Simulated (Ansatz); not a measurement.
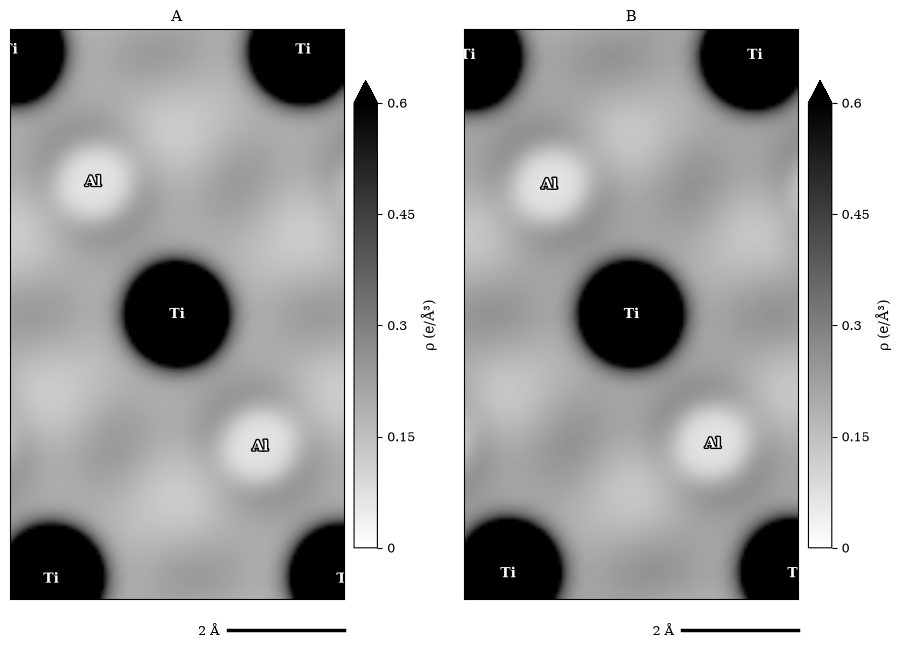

TiAl3. The valence charge density (pseudo) of two cells that differ in size, on the (001) plane of each (indices in the axes of the calculation cell), at one length scale and on one colour scale: A has 15.6 Å³ an atom and B 14.7.

All numbers below come from Ansatz 0.2.0, Kohn-Sham DFT of a periodic cell, LDA, Ansatz PAW.

The density is the valence pseudo-density of a PAW calculation; it isn't the true density close to the nuclei.

### What changes from the larger cell to the smaller?

From the larger cell to the smaller, Ti–Al goes from 2.70 to 2.65 Å, and the density at its midpoint from 0.23 to 0.25 e/Å³; the pressure goes from −3.5 to 3.7 GPa.
